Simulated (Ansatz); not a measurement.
Fermi surface of Ti₃O₂ (space group R-3c, No. 167) from first principles.

```
CELL_PARAMETERS angstrom
2.55107 1.47286 4.95380
-2.55107 1.47286 4.95380
0.00000 -2.94572 4.95380
ATOMIC_POSITIONS crystal
Ti 0.41920 0.08080 0.75000
Ti 0.08080 0.75000 0.41920
Ti 0.75000 0.41920 0.08080
Ti 0.25000 0.58080 0.91920
Ti 0.91920 0.25000 0.58080
Ti 0.58080 0.91920 0.25000
O 0.33746 0.33746 0.33746
O 0.16254 0.16254 0.16254
O 0.83746 0.83746 0.83746
O 0.66254 0.66254 0.66254
```

Method: DFT PBEsol, scalar-relativistic, plane waves, PAW; levels and slopes on a dense k mesh at the converged density in Ansatz 0.2.0. No spin polarisation. k mesh for the levels: 18×18×18. The geometry was not relaxed (residual pressure −6 GPa). The cell comes from a database of computed structures, not from a measurement.

Three bands cross the Fermi level; this is a three-dimensional metal. The density of states at the Fermi level is 2.6 states/eV per primitive cell. The intraband plasma frequencies along the cartesian axes x, y and z of the cell as given are 1.6, 1.6 and 1.7 eV.

Band 48: three hole pockets centred at F (each 1.7 % of the zone); mean Fermi speed 2.3 × 10⁵ m/s.
Band 49: one electron pocket centred at Γ (3.5 % of the zone); weight Ti (86 %) and O (14 %).
Band 50: one electron pocket centred at Γ (1.5 % of the zone); mean Fermi speed 2.4 × 10⁵ m/s; weight Ti (87 %) and O (13 %).
A pocket cut by a face of the zone is counted once with the part on the opposite face.
Weights are shares of the states' density in the atoms' Voronoi cells.

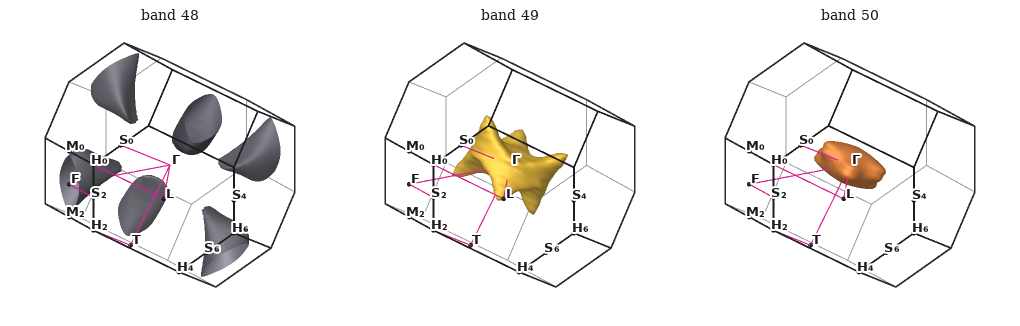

Each panel holds one band. The brighter face of a sheet looks towards empty states.

No Hubbard term was used and no spin, so a compound that is really a magnetic or Mott insulator can come out metallic. A magnetic state wasn't tried and may lie lower. Necks and pockets thinner than about two mesh steps aren't resolved, so separate pockets may in truth be joined.

The run (self-consistency and the dense mesh) took 34 s on 4 threads of Intel(R) Xeon(R) 6975P-C (Granite Rapids), with other jobs on the host, peak memory 1.8 GiB.
